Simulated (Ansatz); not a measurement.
**WSe2: single-point calculation (part 2 of 2)**

Continued. System: WSe2 (P6₃/mmc, 6 atoms in the cell). Method: DFT PBEsol+U, scalar-relativistic, plane waves, PAW, Ueff = 8 eV on W atom 1 d; Ueff = 8 eV on W atom 2 d, spin-polarised (Ansatz 0.2.0); cutoff 420 eV, 7×7×2 k-mesh, Gaussian smearing of 0.05 eV, collinear spins. The structure derives from an entry of the Crystallography Open Database. It belongs to a series of runs on one base structure; here: total moment held at first, then free.

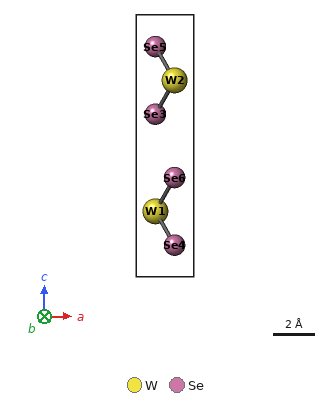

*The structure (ball-and-stick view of the cell of the calculation, along the b axis; atoms are numbered from 1 in the order of the input).*

### Output, continued
```
--- Magnetisation constraints (ε_frz = 1.0e-4 eV) ---
  site  kind          target   achieved (μB)  |Δ|max (μB)  g (eV/μB)  λ_eff  esc  ok  flags
  cell  total_moment  +2.0000  +1.9597        4.03e-2      -0.00e0    0.000  0    —   released
Free energy (F): -42193.198714 eV
Harris-Foulkes:  -42193.198714 eV  (|F-HF|=1.02e-8)
Internal energy: -42193.190756 eV  (E = F + TS)
E sigma→0 (E₀):  -42193.194735 eV
Entropy (-TS):   -0.007958 eV (-1.326 meV/atom)
Fermi energy:    13.185301 eV
--- Per-component energies (eV) ---
  E_band       = -1694.456317
  E_kinetic    = 1385.255998
  E_local      = -11450.511088  (includes V_loc(G=0)·N_el)
  E_nonlocal   = -2360.390243
  E_hartree    = 5497.692700
  E_xc         = -947.006219
  E_vxc        = -873.884112  (∫ρ·V_xc dr)
  E_hubbard    = 17.107892  (on-site DFT+U / exact-exchange correction)
  E_vhub       = -5.237794  (the Hubbard potential's part of the band-sum identity)
  E_paw        = -24344.967650  (= ΣΔE_a)
  E_vpaw       = 614.928013  (= ΣTr[D̂ρ^β])
  E_aug_tail   = -0.002495  (compensation charges beyond the density's cutoff)
  E_ewald      = -9994.847037
  E_core_change = 4.477386  (= ΣΔE_core)
  E_smearing   = -0.007958  (= −TS)
  E_closure    = 0.000000  (closes the sum)
  Σ components = -42193.198714   (vs F -42193.198714, Δ=0.00e0)
--- Forces (eV/Å), atoms counted from 1 ---
  atom   1  W      0.00000000    -0.00000000     0.00000000
  atom   2  W      0.00000000     0.00000000     0.00000000
  atom   3  Se    -0.00000000     0.00000000    -0.38855554
  atom   4  Se    -0.00000000    -0.00000000    -0.38855554
  atom   5  Se     0.00000000     0.00000000     0.38855554
  atom   6  Se     0.00000000    -0.00000000     0.38855554
  max |Σ_I F_I| component: 5.55e-17 eV/Å
--- Stress (GPa, compression-positive) ---
        8.867004       0.000000       0.000000
        0.000000       8.867004       0.000000
        0.000000       0.000000       3.510592
  P = ⅓ Tr σ = 7.0815 GPa (70.815 kbar)
--- Band table (eV; the first three rows and the last of 32) ---
  k-point 0 ↑: bands = ["-61.5842", "-61.5833", "-34.9535", "-34.9535", "-34.9534", "-34.9534", "-34.9528", "-34.9528", "-34.9527", "-34.9527", "-34.9310", "-34.9310", "-34.9307", "-34.9307", "-34.9295", "-34.9295", "-34.9292", "-34.9292", "-34.9226", "-34.9224", "-34.9193", "-34.9190", "-26.0294", "-26.0294", "-25.8328", "-25.8328", "-25.8328", "-25.8328", "-2.4396", "-2.1882", "-1.1818", "-0.7600", "4.3897", "4.9299", "8.9563", "8.9563", "8.9639", "8.9639", "9.2464", "9.3077", "10.8220", "11.0972", "11.0972", "11.1442", "11.1442", "11.8545", "15.2467", "15.2467", "15.4111", "15.4111", "15.4605", "15.4605", "15.4707", "15.4707", "16.9870", "17.7762", "20.3816"]
  k-point 1 ↑: bands = ["-61.5837", "-61.5837", "-34.9535", "-34.9535", "-34.9535", "-34.9535", "-34.9528", "-34.9528", "-34.9528", "-34.9528", "-34.9309", "-34.9309", "-34.9309", "-34.9309", "-34.9294", "-34.9294", "-34.9294", "-34.9294", "-34.9225", "-34.9225", "-34.9191", "-34.9191", "-26.0294", "-26.0294", "-25.8328", "-25.8328", "-25.8328", "-25.8328", "-2.3305", "-2.3305", "-0.9580", "-0.9580", "4.6544", "4.6544", "8.9601", "8.9601", "8.9601", "8.9601", "9.2755", "9.2755", "11.1205", "11.1205", "11.1205", "11.1205", "11.3166", "11.3166", "15.3186", "15.3186", "15.3186", "15.3186", "15.4756", "15.4756", "15.4756", "15.4756", "17.4380", "17.4380", "20.5675"]
  k-point 2 ↑: bands = ["-61.5798", "-61.5792", "-34.9534", "-34.9534", "-34.9530", "-34.9529", "-34.9527", "-34.9526", "-34.9520", "-34.9519", "-34.9311", "-34.9311", "-34.9309", "-34.9308", "-34.9300", "-34.9297", "-34.9296", "-34.9293", "-34.9220", "-34.9219", "-34.9188", "-34.9186", "-26.0202", "-26.0202", "-25.8808", "-25.8807", "-25.8436", "-25.8436", "-2.1379", "-1.8884", "-1.0157", "-0.6254", "4.8361", "5.3652", "8.3104", "8.3339", "8.9062", "9.3002", "9.3270", "9.3441", "10.1179", "10.4387", "10.6410", "10.7025", "11.0438", "11.9672", "14.1181", "14.5285", "14.7674", "14.8999", "15.0448", "15.1735", "15.8018", "15.9774", "18.3247", "19.0097", "21.0189"]
  k-point 15 ↓: bands = ["-60.9850", "-60.9850", "-34.9896", "-34.9896", "-34.9884", "-34.9884", "-34.9874", "-34.9874", "-34.9872", "-34.9872", "-34.9632", "-34.9632", "-34.9624", "-34.9624", "-34.9614", "-34.9614", "-34.9610", "-34.9610", "-34.9478", "-34.9478", "-34.9455", "-34.9455", "-25.2938", "-25.2938", "-25.2266", "-25.2266", "-25.1051", "-25.1051", "-0.1224", "-0.1224", "0.1062", "0.1062", "7.1995", "7.1995", "7.5156", "7.5156", "8.5912", "8.5912", "8.8037", "8.8037", "9.5144", "9.5144", "10.4994", "10.4994", "13.4587", "13.4587", "15.9006", "15.9006", "16.6037", "16.6037", "17.0640", "17.0640", "17.9140", "17.9140", "19.0025", "19.0025", "19.8663"]
Occupation matrices written to [file]
--- Löwdin populations: 6 sites ---
  site symbol       q [e]    m [muB]
     0      W     13.5339     1.5138
     1      W     13.5339     1.5138
     2     Se     16.1292    -0.2668
     3     Se     16.1292    -0.2668
     4     Se     16.1292    -0.2668
     5     Se     16.1292    -0.2668
  spilling = 0.004514 (of n_electrons = 92.000000)
--- Occupation matrices: 2 shells (run DFT+U table (all-electron-ortho-atomic); ε = 6.12e-3) ---
  W0 d_5D: site group D3h (-6m2)
  W0 d_5D up     Tr n = 3.2136  λ = 0.501 0.501 0.650 0.650 0.911  [2× xz 0.50 E''(1.00) | 2× x2-y2 0.50 E'(1.00) | z2 1.00 A1'(1.00)]
  W0 d_5D dn     Tr n = 1.7181  λ = 0.202 0.373 0.373 0.385 0.385  [z2 1.00 A1'(1.00) | 2× x2-y2 0.50 E'(1.00) | 2× xz 0.50 E''(1.00)]
  W1 d_5D: site group D3h (-6m2)
  W1 d_5D up     Tr n = 3.2136  λ = 0.501 0.501 0.650 0.650 0.911  [2× xz 0.50 E''(1.00) | 2× x2-y2 0.50 E'(1.00) | z2 1.00 A1'(1.00)]
  W1 d_5D dn     Tr n = 1.7181  λ = 0.202 0.373 0.373 0.385 0.385  [z2 1.00 A1'(1.00) | 2× x2-y2 0.50 E'(1.00) | 2× xz 0.50 E''(1.00)]
  Tr n, λ and their labels are of the run-group-symmetrised matrices; stabiliser: 24 of 48 elements of G0×{1,Θ} (closed), max defect 1.1e-15 at τ = 1.3e-3
```

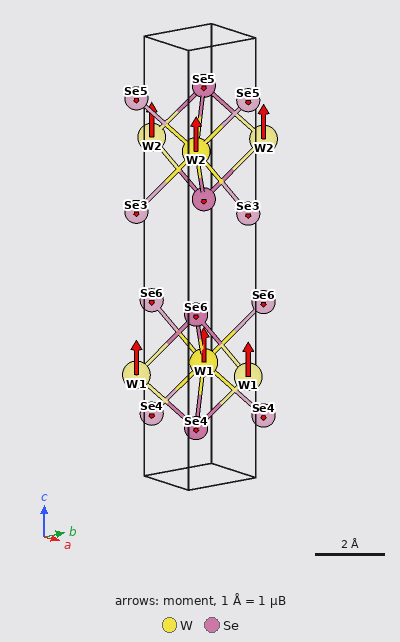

*Magnetic moments of the sites as red arrows (ball-and-stick view of the cell of the calculation, seen slightly off an axis; neighbours outside the cell are drawn fainter; atoms are numbered from 1 in the order of the input); small moments hardly show. The run is collinear, so the axis drawn is arbitrary.*

Site moments: W1, W2 (1.05 μB); all 4 Se atoms (−0.16 μB). They are counted near the atoms and needn't add up to the moment of the cell.

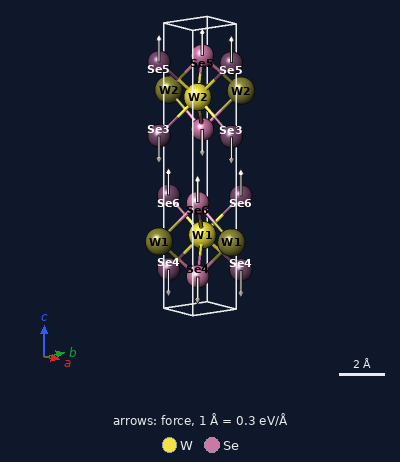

*Forces on the atoms as white arrows (ball-and-stick view of the cell of the calculation, seen slightly off an axis; neighbours outside the cell are drawn fainter; atoms are numbered from 1 in the order of the input).*

The largest act on all 4 Se atoms (0.39 eV/Å). The geometry is not a stationary point of this energy.

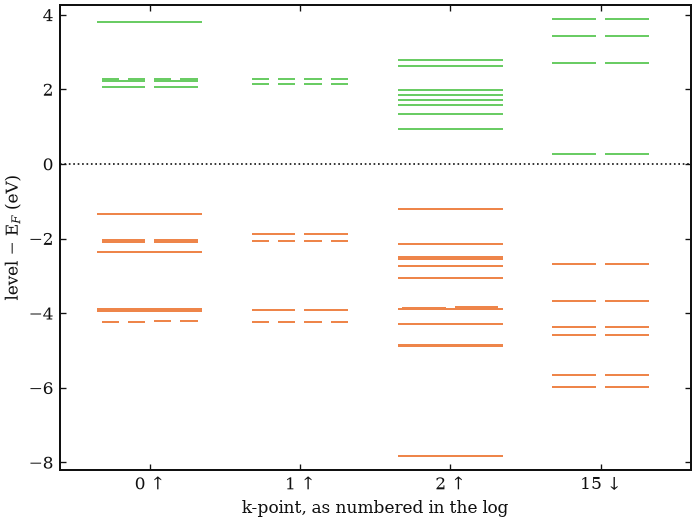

*Kohn–Sham levels near the Fermi level (dotted) at the few k-points that the log prints; levels within 0.02 eV of each other stand side by side.*

The system is metallic on the full mesh.

The run was set up as follows.

### The input
```yaml
crystal:
  lattice:
    - [3.28999882, 0.0, 0.0]
    - [-1.64499941, 2.84922255, 0.0]
    - [0.0, 0.0, 12.97000144]
  atoms:
    - { symbol: W, position: [0.3333333333, 0.6666666667, 0.25], spin: 1.0 }
    - { symbol: W, position: [0.6666666667, 0.3333333333, 0.75], spin: 1.0 }
    - { symbol: Se, position: [0.3333333333, 0.6666666667, 0.621] }
    - { symbol: Se, position: [0.6666666667, 0.3333333333, 0.121] }
    - { symbol: Se, position: [0.3333333333, 0.6666666667, 0.879] }
    - { symbol: Se, position: [0.6666666667, 0.3333333333, 0.379] }
basis:
  ecutwfc: 420
  ecutrho_ratio: 4
kpoints:
  mp_grid: { grid: [7, 7, 2] }
hamiltonian:
  xc: pbesol
  hubbard:
    sites: [{ site: 0, l: d, u_eff: 8.0 }, { site: 1, l: d, u_eff: 8.0 }]
scf:
  occupations: { method: gaussian, width: 0.05 }
  lower_state_search: "off"
  max_iter: 150
output:
  forces: true
  stress: true
  eigenvalues: true
  populations: true
  hubbard: { sites: [{ site: 0, l: d }, { site: 1, l: d }] }
magnetization:
  spin_polarized: true
  initial_magnetization: 2.0
  spin_locking: { lock_magnetization: soft, n_iters: 12 }
```

Launched with:
```bash
ansatz run input.yaml --threads 4 --pin off --max-ram 6144MiB --backend cpu --events-out ev --progress --plain --runs-dir out
```

### Results in brief

```csv
quantity,value
outcome,converged
space group (tolerance 0.01 Å),P6₃/mmc (194)
electrons treated,92
free energy,−42193.1987 eV
Fermi energy,13.185 eV
gap on the k-point mesh,none (metallic)
net moment of the cell,1.96 μB
integrated absolute moment,3.73 μB
pressure,7.08 GPa
largest force (length of the vector),0.389 eV/Å
hardware,"4 threads of Arm Neoverse V2, 24 GiB of memory available, shared host"
wall time,7.1 s (CPU time 26 s)
peak memory,0.62 GiB
```

### Remarks

The electronic state found may not be the lowest one. Warnings of the run: a screening estimate came out negative during mixing; the SCF threshold is looser than advised for the printed stress. Spin–orbit coupling is left out, which matters for W.
